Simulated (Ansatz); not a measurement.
## Molecular dynamics, with input and output: GeSi (part 2 of 2)

The same run, continued: GeSi (Pmma, 16 atoms in the cell); DFT, r2SCAN, plane waves, PAW, no spin polarisation (Ansatz 0.2.0); cutoff 500 eV, 2×2×2 k-mesh, Fermi–Dirac smearing of 0.026 eV. The structure was built on a prototype by a generator. The geometry comes from this level: r2SCAN. It belongs to a series of runs on one base structure; here: NVT, Nosé–Hoover thermostat at 300 K.

Geometry of the input (Å; fractional positions):
```
7.8506  0.0000  0.0000
0.0000  7.8612  0.0000
0.0000  0.0000  5.5369
Si 0.3750  0.0000  0.8800
Si 0.1250  0.0000  0.1200
Ge 0.1250  0.2500  0.3694
Ge 0.3750  0.2500  0.6306
Si 0.3750  0.5000  0.8800
Si 0.1250  0.5000  0.1200
Ge 0.1250  0.7500  0.3694
Ge 0.3750  0.7500  0.6306
Si 0.8750  0.0000  0.8800
Si 0.6250  0.0000  0.1200
Ge 0.6250  0.2500  0.3694
Ge 0.8750  0.2500  0.6306
Si 0.8750  0.5000  0.8800
Si 0.6250  0.5000  0.1200
Ge 0.6250  0.7500  0.3694
Ge 0.8750  0.7500  0.6306
```

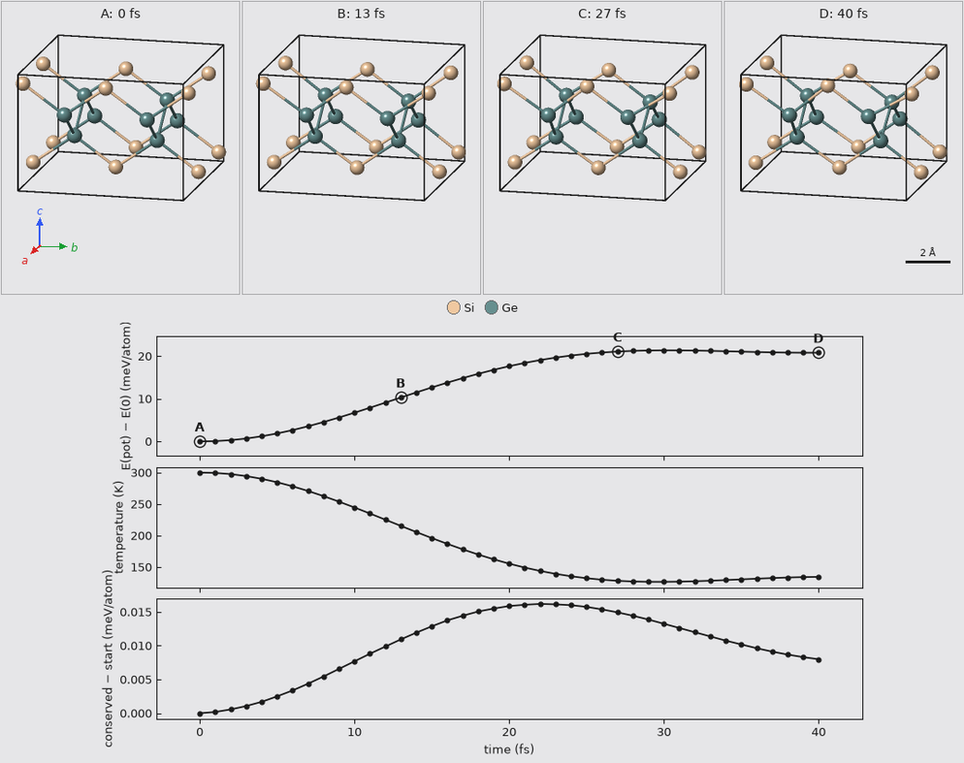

Fig. 1: Frames of the molecular dynamics (ball-and-stick, simulation cell, seen slightly off an axis) above the curves, on which the letters mark them. The trajectory kept here has 41 frames over 40 fs. The temperature starts at 300 K, ranges from 126 to 300 K and averages 133 K over the second half. The potential energy ends 20.8 meV/atom above its first value. The conserved quantity stays within 0.016 meV/atom. With the common drift removed, the root-mean-square displacement is 0.10 Å, and Ge16 has moved furthest (0.17 Å).

```
SCF converged after 2 iterations
Free energy (F): -39534.655651 eV
Harris-Foulkes:  -39534.655651 eV  (|F-HF|=7.42e-10)
Internal energy: -39534.655613 eV  (E = F + TS)
E sigma→0 (E₀):  -39534.655632 eV
Entropy (-TS):   -0.000038 eV (-0.002 meV/atom)
Fermi energy:    7.647139 eV
--- Per-component energies (eV) ---
  E_band       = -1296.430380
  E_kinetic    = 1212.855881
  E_local      = -22531.558077  (includes V_loc(G=0)·N_el)
  E_nonlocal   = 3561.808605
  E_hartree    = 9993.329827
  E_xc         = -965.006000
  E_vxc        = -941.351545  (∫ρ·V_xc dr)
  E_paw        = -20431.780078  (= ΣΔE_a)
  E_vpaw       = -2630.819395  (= ΣTr[D̂ρ^β])
  E_aug_tail   = 0.000157  (compensation charges beyond the density's cutoff)
  E_vtau       = 45.973956  (kinetic-family band-sum trace: ∫τ·v_τ [+ j·A + Jᵃ·Aᵃ] dr)
  E_ewald      = -10365.008339
  E_core_change = -9.297590  (= ΣΔE_core)
  E_smearing   = -0.000038  (= −TS)
  E_closure    = -0.000000  (closes the sum)
  Σ components = -39534.655651   (vs F -39534.655651, Δ=0.00e0)
--- Forces (eV/Å), atoms counted from 1 ---
  atom   1  Si     0.10922702    -0.31342844    -0.31657574
  atom   2  Si    -0.10520481     0.21341336    -0.15181583
  atom   3  Ge     0.79824293     0.24371277     0.63020007
  atom   4  Ge    -0.11489272    -0.07661655    -0.37242590
  atom   5  Si     0.06745872    -0.05713367     0.17690908
  atom   6  Si     0.01792145     0.00955675    -0.08887234
  atom   7  Ge    -0.02509407    -0.06679837    -0.20990332
  atom   8  Ge     0.02001126     0.11613023     0.77081744
  atom   9  Si     0.24583764     0.19113416    -0.08997562
  atom  10  Si    -0.24859589     0.05296048    -0.12101796
  atom  11  Ge    -0.40594389     0.41025507     0.71442454
  atom  12  Ge    -0.33419907    -0.79634062    -0.17126167
  atom  13  Si    -0.31476518     0.06420595    -0.21903466
  atom  14  Si     0.14856133    -0.08158506     0.18684433
  atom  15  Ge     0.33405162    -0.44644861     0.15956614
  atom  16  Ge    -0.19261947     0.53697567    -0.89787294
  max |Σ_I F_I| component: 6.87e-6 eV/Å
--- MD trajectory: 40 steps, t = 0.0 → 40.0 fs ---
  final state: T = 134.5 K   F+E_penalty+E_count = -39534.65565126 eV   E_kin = 0.260705 eV
  conserved energy: peak-to-peak 2.587e-4 eV (1.617e-5 eV/atom) over 40.0 fs
```

Trajectory as extended XYZ (Å, eV, eV/Å), 13 of the 41 frames kept, from step=0 to step=40:
```
16
Lattice="7.8506 0.0000 0.0000 0.0000 7.8612 0.0000 0.0000 0.0000 5.5369" Properties=species:S:1:pos:R:3:forces:R:3 step=0 time_fs=0.0 energy=-39534.98847 temperature=300.0
Si    2.9440    0.0000    4.8724    0.0000   0.0000   0.0102
Si    0.9813    0.0000    0.6645    0.0000   0.0000  -0.0102
Ge    0.9813    1.9653    2.0452    0.0000   0.0000  -0.0247
Ge    2.9440    1.9653    3.4916    0.0000   0.0000   0.0247
Si    2.9440    3.9306    4.8724    0.0000   0.0000   0.0102
Si    0.9813    3.9306    0.6645    0.0000   0.0000  -0.0102
Ge    0.9813    5.8959    2.0452    0.0000   0.0000  -0.0247
Ge    2.9440    5.8959    3.4916    0.0000   0.0000   0.0247
Si    6.8692    0.0000    4.8724    0.0000   0.0000   0.0102
Si    4.9066    0.0000    0.6645    0.0000   0.0000  -0.0102
Ge    4.9066    1.9653    2.0452    0.0000   0.0000  -0.0247
Ge    6.8692    1.9653    3.4916    0.0000   0.0000   0.0247
Si    6.8692    3.9306    4.8724    0.0000   0.0000   0.0102
Si    4.9066    3.9306    0.6645    0.0000   0.0000  -0.0102
Ge    4.9066    5.8959    2.0452    0.0000   0.0000  -0.0247
Ge    6.8692    5.8959    3.4916    0.0000   0.0000   0.0247
16
Lattice="7.8506 0.0000 0.0000 0.0000 7.8612 0.0000 0.0000 0.0000 5.5369" Properties=species:S:1:pos:R:3:forces:R:3 step=3 time_fs=3.0 energy=-39534.97765 temperature=294.4
Si    2.9463    0.0158    4.8834   -0.0490  -0.2401  -0.1257
Si    0.9742   -0.0141    0.6606    0.0859   0.1167   0.0771
Ge    0.9742    1.9622    2.0369    0.1109  -0.1096   0.0752
Ge    2.9447    1.9641    3.4930   -0.0255   0.0561  -0.0893
Si    2.9419    3.9345    4.8657    0.0322   0.0066  -0.0154
Si    0.9910    3.9224    0.6710   -0.0799   0.1244  -0.0627
Ge    0.9769    5.8950    2.0515   -0.0228  -0.0807  -0.0528
Ge    2.9436    5.8991    3.4800    0.0010   0.1228   0.2112
Si    6.8749   -0.0095    4.8738   -0.1203   0.1807  -0.0735
Si    4.9071   -0.0003    0.6655    0.0834   0.0028  -0.0230
Ge    4.9114    1.9624    2.0380   -0.0352   0.0747   0.0761
Ge    6.8737    1.9783    3.4922   -0.0538  -0.1939   0.0365
Si    6.8701    3.9258    4.8833    0.0719   0.0424   0.0089
Si    4.9047    3.9326    0.6571   -0.0333  -0.0052   0.0784
Ge    4.9062    5.9003    2.0442    0.0668  -0.0821  -0.0116
Ge    6.8684    5.8893    3.5067   -0.0325  -0.0156  -0.1093
16
Lattice="7.8506 0.0000 0.0000 0.0000 7.8612 0.0000 0.0000 0.0000 5.5369" Properties=species:S:1:pos:R:3:forces:R:3 step=7 time_fs=7.0 energy=-39534.93173 temperature=270.8
Si    2.9492    0.0356    4.8974   -0.1123  -0.5207  -0.2799
Si    0.9652   -0.0323    0.6559    0.2005   0.2604   0.1828
Ge    0.9650    1.9579    2.0259    0.2473  -0.2480   0.2061
Ge    2.9456    1.9626    3.4945   -0.0560   0.1250  -0.2327
Si    2.9394    3.9396    4.8568    0.0701   0.0144  -0.0459
Si    1.0034    3.9122    0.6794   -0.1741   0.2833  -0.1308
Ge    0.9711    5.8937    2.0599   -0.0521  -0.1807  -0.0869
Ge    2.9432    5.9036    3.4649    0.0025   0.2577   0.4381
Si    6.8818   -0.0213    4.8753   -0.2712   0.4013  -0.1718
Si    4.9082   -0.0007    0.6667    0.1833   0.0039  -0.0428
Ge    4.9177    1.9586    2.0285   -0.0791   0.1737   0.2084
Ge    6.8796    1.9952    3.4931   -0.1222  -0.4314   0.0370
Si    6.8716    3.9196    4.8979    0.1587   0.0954   0.0074
Si    4.9019    3.9353    0.6475   -0.0746  -0.0128   0.1890
Ge    4.9057    5.9061    2.0427    0.1519  -0.1880   0.0067
Ge    6.8672    5.8804    3.5265   -0.0727  -0.0335  -0.2846
16
Lattice="7.8506 0.0000 0.0000 0.0000 7.8612 0.0000 0.0000 0.0000 5.5369" Properties=species:S:1:pos:R:3:forces:R:3 step=10 time_fs=10.0 energy=-39534.88078 temperature=244.6
Si    2.9510    0.0486    4.9069   -0.1522  -0.6928  -0.3716
Si    0.9591   -0.0451    0.6530    0.2765   0.3536   0.2469
Ge    0.9585    1.9543    2.0179    0.3399  -0.3371   0.2990
Ge    2.9461    1.9616    3.4954   -0.0758   0.1678  -0.3292
Si    2.9377    3.9436    4.8499    0.0931   0.0188  -0.0630
Si    1.0122    3.9055    0.6853   -0.2302   0.3881  -0.1770
Ge    0.9666    5.8925    2.0660   -0.0723  -0.2453  -0.1092
Ge    2.9429    5.9073    3.4541    0.0036   0.3351   0.5867
Si    6.8860   -0.0287    4.8759   -0.3652   0.5431  -0.2314
Si    4.9097   -0.0010    0.6675    0.2416   0.0033  -0.0603
Ge    4.9224    1.9561    2.0216   -0.1102   0.2449   0.3035
Ge    6.8839    2.0073    3.4938   -0.1699  -0.5880   0.0270
Si    6.8733    3.9152    4.9089    0.2094   0.1303   0.0056
Si    4.8996    3.9372    0.6411   -0.0993  -0.0189   0.2612
Ge    4.9056    5.9101    2.0417    0.2106  -0.2621   0.0213
Ge    6.8661    5.8737    3.5410   -0.0999  -0.0409  -0.4095
16
Lattice="7.8506 0.0000 0.0000 0.0000 7.8612 0.0000 0.0000 0.0000 5.5369" Properties=species:S:1:pos:R:3:forces:R:3 step=13 time_fs=13.0 energy=-39534.82372 temperature=215.3
Si    2.9523    0.0596    4.9153   -0.1808  -0.8273  -0.4424
Si    0.9538   -0.0568    0.6508    0.3352   0.4305   0.2927
Ge    0.9523    1.9504    2.0103    0.4238  -0.4061   0.3843
Ge    2.9466    1.9609    3.4959   -0.0928   0.1996  -0.4126
Si    2.9363    3.9476    4.8428    0.1104   0.0216  -0.0733
Si    1.0202    3.8999    0.6905   -0.2706   0.4732  -0.2160
Ge    0.9620    5.8910    2.0720   -0.0898  -0.2979  -0.1284
Ge    2.9426    5.9114    3.4440    0.0046   0.3922   0.7140
Si    6.8891   -0.0345    4.8757   -0.4329   0.6585  -0.2764
Si    4.9119   -0.0013    0.6681    0.2801   0.0024  -0.0801
Ge    4.9269    1.9538    2.0152   -0.1402   0.3113   0.3931
Ge    6.8879    2.0187    3.4946   -0.2134  -0.7227   0.0101
Si    6.8757    3.9113    4.9199    0.2423   0.1594   0.0029
Si    4.8969    3.9391    0.6354   -0.1153  -0.0256   0.3208
Ge    4.9057    5.9139    2.0407    0.2637  -0.3297   0.0367
Ge    6.8650    5.8670    3.5550   -0.1243  -0.0395  -0.5254
16
Lattice="7.8506 0.0000 0.0000 0.0000 7.8612 0.0000 0.0000 0.0000 5.5369" Properties=species:S:1:pos:R:3:forces:R:3 step=17 time_fs=17.0 energy=-39534.75083 temperature=178.1
Si    2.9532    0.0701    4.9244   -0.1957  -0.9446  -0.5061
Si    0.9484   -0.0703    0.6493    0.3749   0.5034   0.3197
Ge    0.9449    1.9443    2.0009    0.5224  -0.4571   0.4816
Ge    2.9471    1.9603    3.4958   -0.1110   0.2211  -0.4991
Si    2.9350    3.9530    4.8330    0.1241   0.0223  -0.0742
Si    1.0296    3.8949    0.6966   -0.2977   0.5462  -0.2521
Ge    0.9558    5.8884    2.0797   -0.1078  -0.3453  -0.1494
Ge    2.9422    5.9176    3.4320    0.0060   0.4387   0.8481
Si    6.8911   -0.0390    4.8742   -0.4708   0.7641  -0.3116
Si    4.9162   -0.0017    0.6684    0.2946   0.0021  -0.1085
Ge    4.9326    1.9513    2.0072   -0.1794   0.3887   0.5010
Ge    6.8929    2.0325    3.4956   -0.2641  -0.8644  -0.0192
Si    6.8799    3.9069    4.9346    0.2527   0.1866  -0.0039
Si    4.8929    3.9416    0.6294   -0.1196  -0.0352   0.3764
Ge    4.9064    5.9182    2.0393    0.3233  -0.4069   0.0584
Ge    6.8633    5.8579    3.5727   -0.1518  -0.0196  -0.6610
16
Lattice="7.8506 0.0000 0.0000 0.0000 7.8612 0.0000 0.0000 0.0000 5.5369" Properties=species:S:1:pos:R:3:forces:R:3 step=20 time_fs=20.0 energy=-39534.70619 temperature=155.4
Si    2.9531    0.0747    4.9294   -0.1875  -0.9851  -0.5332
Si    0.9458   -0.0786    0.6493    0.3710   0.5336   0.3125
Ge    0.9400    1.9391    1.9945    0.5868  -0.4594   0.5399
Ge    2.9474    1.9601    3.4950   -0.1213   0.2201  -0.5428
Si    2.9344    3.9572    4.8254    0.1276   0.0201  -0.0646
Si    1.0356    3.8930    0.7002   -0.2976   0.5654  -0.2651
Ge    0.9509    5.8860    2.0853   -0.1163  -0.3618  -0.1620
Ge    2.9419    5.9229    3.4241    0.0071   0.4528   0.9209
Si    6.8910   -0.0396    4.8719   -0.4556   0.8030  -0.3195
Si    4.9205   -0.0019    0.6683    0.2762   0.0036  -0.1293
Ge    4.9367    1.9500    2.0020   -0.2088   0.4358   0.5709
Ge    6.8963    2.0418    3.4963   -0.2957  -0.9406  -0.0434
Si    6.8841    3.9042    4.9456    0.2330   0.1971  -0.0127
Si    4.8894    3.9432    0.6262   -0.1087  -0.0428   0.3988
Ge    4.9074    5.9209    2.0384    0.3583  -0.4533   0.0752
Ge    6.8618    5.8511    3.5851   -0.1685   0.0117  -0.7458
16
Lattice="7.8506 0.0000 0.0000 0.0000 7.8612 0.0000 0.0000 0.0000 5.5369" Properties=species:S:1:pos:R:3:forces:R:3 step=23 time_fs=23.0 energy=-39534.67400 temperature=139.2
Si    2.9525    0.0762    4.9328   -0.1632  -0.9853  -0.5445
Si    0.9442   -0.0853    0.6503    0.3380   0.5418   0.2825
Ge    0.9358    1.9334    1.9887    0.6434  -0.4287   0.5847
Ge    2.9474    1.9602    3.4935   -0.1287   0.2042  -0.5672
Si    2.9343    3.9614    4.8176    0.1259   0.0154  -0.0461
Si    1.0407    3.8929    0.7030   -0.2806   0.5522  -0.2649
Ge    0.9459    5.8832    2.0908   -0.1197  -0.3611  -0.1723
Ge    2.9416    5.9287    3.4173    0.0083   0.4503   0.9693
Si    6.8895   -0.0378    4.8686   -0.4034   0.8053  -0.3129
Si    4.9256   -0.0022    0.6678    0.2336   0.0071  -0.1473
Ge    4.9405    1.9492    1.9974   -0.2386   0.4716   0.6299
Ge    6.8993    2.0499    3.4970   -0.3214  -0.9904  -0.0674
Si    6.8889    3.9021    4.9566    0.1899   0.1985  -0.0260
Si    4.8856    3.9448    0.6243   -0.0858  -0.0505   0.4042
Ge    4.9087    5.9231    2.0376    0.3841  -0.4886   0.0921
Ge    6.8600    5.8442    3.5966   -0.1819   0.0583  -0.8142
16
Lattice="7.8506 0.0000 0.0000 0.0000 7.8612 0.0000 0.0000 0.0000 5.5369" Properties=species:S:1:pos:R:3:forces:R:3 step=27 time_fs=27.0 energy=-39534.65120 temperature=128.2
Si    2.9509    0.0735    4.9346   -0.1098  -0.9250  -0.5367
Si    0.9437   -0.0917    0.6530    0.2558   0.5186   0.2112
Ge    0.9315    1.9249    1.9821    0.7066  -0.3372   0.6241
Ge    2.9473    1.9607    3.4906   -0.1342   0.1616  -0.5697
Si    2.9347    3.9671    4.8069    0.1172   0.0051  -0.0086
Si    1.0462    3.8954    0.7055   -0.2346   0.4859  -0.2450
Ge    0.9390    5.8787    2.0977   -0.1153  -0.3333  -0.1833
Ge    2.9413    5.9373    3.4100    0.0102   0.4218   0.9951
Si    6.8855   -0.0315    4.8627   -0.2844   0.7508  -0.2849
Si    4.9335   -0.0025    0.6664    0.1444   0.0151  -0.1634
Ge    4.9452    1.9490    1.9925   -0.2790   0.4991   0.6893
Ge    6.9028    2.0588    3.4978   -0.3455  -1.0155  -0.0968
Si    6.8962    3.9003    4.9712    0.0997   0.1865  -0.0529
Si    4.8801    3.9466    0.6236   -0.0397  -0.0605   0.3867
Ge    4.9113    5.9251    2.0367    0.4030  -0.5167   0.1138
Ge    6.8574    5.8352    3.6105   -0.1944   0.1438  -0.8790
16
Lattice="7.8506 0.0000 0.0000 0.0000 7.8612 0.0000 0.0000 0.0000 5.5369" Properties=species:S:1:pos:R:3:forces:R:3 step=30 time_fs=30.0 energy=-39534.64660 temperature=126.5
Si    2.9493    0.0682    4.9341   -0.0591  -0.8367  -0.5137
Si    0.9443   -0.0946    0.6558    0.1744   0.4765   0.1393
Ge    0.9292    1.9181    1.9780    0.7442  -0.2343   0.6399
Ge    2.9470    1.9613    3.4875   -0.1350   0.1163  -0.5499
Si    2.9354    3.9714    4.7989    0.1073  -0.0056   0.0277
Si    1.0494    3.8990    0.7064   -0.1856   0.4038  -0.2176
Ge    0.9337    5.8749    2.1027   -0.1050  -0.2933  -0.1901
Ge    2.9410    5.9444    3.4059    0.0119   0.3812   0.9852
Si    6.8815   -0.0241    4.8573   -0.1684   0.6687  -0.2524
Si    4.9400   -0.0027    0.6648    0.0594   0.0231  -0.1671
Ge    4.9483    1.9496    1.9897   -0.3095   0.5031   0.7182
Ge    6.9049    2.0642    3.4983   -0.3554  -1.0039  -0.1163
Si    6.9021    3.8996    4.9819    0.0127   0.1678  -0.0811
Si    4.8758    3.9478    0.6245    0.0030  -0.0674   0.3571
Ge    4.9138    5.9259    2.0362    0.4050  -0.5227   0.1286
Ge    6.8551    5.8287    3.6197   -0.1999   0.2234  -0.9078
16
Lattice="7.8506 0.0000 0.0000 0.0000 7.8612 0.0000 0.0000 0.0000 5.5369" Properties=species:S:1:pos:R:3:forces:R:3 step=33 time_fs=33.0 energy=-39534.64863 temperature=128.3
Si    2.9475    0.0602    4.9320   -0.0048  -0.7141  -0.4751
Si    0.9454   -0.0960    0.6590    0.0854   0.4151   0.0566
Ge    0.9278    1.9110    1.9746    0.7726  -0.1075   0.6459
Ge    2.9465    1.9620    3.4838   -0.1327   0.0626  -0.5132
Si    2.9365    3.9758    4.7909    0.0958  -0.0187   0.0693
Si    1.0521    3.9039    0.7067   -0.1277   0.2998  -0.1824
Ge    0.9282    5.8707    2.1074   -0.0883  -0.2384  -0.1962
Ge    2.9408    5.9519    3.4029    0.0139   0.3234   0.9500
Si    6.8769   -0.0145    4.8511   -0.0404   0.5545  -0.2120
Si    4.9468   -0.0028    0.6627   -0.0344   0.0321  -0.1624
Ge    4.9510    1.9508    1.9878   -0.3399   0.4922   0.7333
Ge    6.9066    2.0683    3.4986   -0.3579  -0.9675  -0.1338
Si    6.9081    3.8994    4.9925   -0.0849   0.1420  -0.1162
Si    4.8715    3.9487    0.6265    0.0489  -0.0734   0.3157
Ge    4.9168    5.9261    2.0358    0.3962  -0.5152   0.1414
Ge    6.8526    5.8223    3.6278   -0.2020   0.3129  -0.9208
16
Lattice="7.8506 0.0000 0.0000 0.0000 7.8612 0.0000 0.0000 0.0000 5.5369" Properties=species:S:1:pos:R:3:forces:R:3 step=37 time_fs=37.0 energy=-39534.65425 temperature=132.6
Si    2.9451    0.0462    4.9269    0.0649  -0.5028  -0.3969
Si    0.9473   -0.0960    0.6635   -0.0302   0.3079  -0.0623
Ge    0.9273    1.9013    1.9713    0.7948   0.0876   0.6414
Ge    2.9457    1.9631    3.4780   -0.1248  -0.0164  -0.4412
Si    2.9383    3.9814    4.7806    0.0794  -0.0395   0.1301
Si    1.0551    3.9119    0.7063   -0.0437   0.1384  -0.1291
Ge    0.9207    5.8647    2.1134   -0.0563  -0.1462  -0.2039
Ge    2.9405    5.9626    3.4008    0.0171   0.2178   0.8639
Si    6.8707    0.0008    4.8417    0.1306   0.3604  -0.1470
Si    4.9555   -0.0028    0.6590   -0.1612   0.0445  -0.1435
Ge    4.9541    1.9532    1.9867   -0.3789   0.4548   0.7315
Ge    6.9082    2.0721    3.4988   -0.3494  -0.8833  -0.1553
Si    6.9156    3.8998    5.0060   -0.2197   0.0996  -0.1723
Si    4.8660    3.9497    0.6307    0.1088  -0.0792   0.2462
Ge    4.9215    5.9254    2.0356    0.3678  -0.4845   0.1541
Ge    6.8489    5.8145    3.6370   -0.1992   0.4408  -0.9159
16
Lattice="7.8506 0.0000 0.0000 0.0000 7.8612 0.0000 0.0000 0.0000 5.5369" Properties=species:S:1:pos:R:3:forces:R:3 step=40 time_fs=40.0 energy=-39534.65565 temperature=134.5
Si    2.9436    0.0337    4.9216    0.1092  -0.3134  -0.3166
Si    0.9486   -0.0948    0.6667   -0.1052   0.2134  -0.1518
Ge    0.9281    1.8941    1.9698    0.7982   0.2437   0.6302
Ge    2.9449    1.9639    3.4729   -0.1149  -0.0766  -0.3724
Si    2.9400    3.9856    4.7732    0.0675  -0.0571   0.1769
Si    1.0572    3.9184    0.7055    0.0179   0.0096  -0.0889
Ge    0.9150    5.8600    2.1176   -0.0251  -0.0668  -0.2099
Ge    2.9403    5.9710    3.4004    0.0200   0.1161   0.7708
Si    6.8664    0.0138    4.8341    0.2458   0.1911  -0.0900
Si    4.9616   -0.0026    0.6557   -0.2486   0.0530  -0.1210
Ge    4.9559    1.9557    1.9868   -0.4059   0.4103   0.7144
Ge    6.9089    2.0737    3.4987   -0.3342  -0.7963  -0.1713
Si    6.9205    3.9005    5.0156   -0.3148   0.0642  -0.2190
Si    4.8623    3.9501    0.6348    0.1486  -0.0816   0.1868
Ge    4.9255    5.9241    2.0356    0.3341  -0.4464   0.1596
Ge    6.8458    5.8091    3.6426   -0.1926   0.5370  -0.8979
```

Key numbers:

- outcome: finished
- mean temperature over the second half: 133 K
- trajectory: 40 steps, 40 fs
- ensemble: nvt_nose_hoover
- temperature in the input: 300 K
- time step: 1.0 fs
- space group of the start (tolerance 0.01 Å): Pmma (51)
- electrons treated: 144
- potential energy (free energy of the electrons) (last step): −39534.6557 eV
- Fermi energy (last step): 7.647 eV
- largest force (length of the vector) (last step): 1.064 eV/Å
- wall time: 3.8 min (CPU time 15 min)
- peak memory: 1.8 GiB

Remarks:

The k-point mesh is coarse for a cell of this size, so the results may not be converged. So short a trajectory is not equilibrated. The temperature stays far from the 300 K of the thermostat over the second half: the run isn't equilibrated.
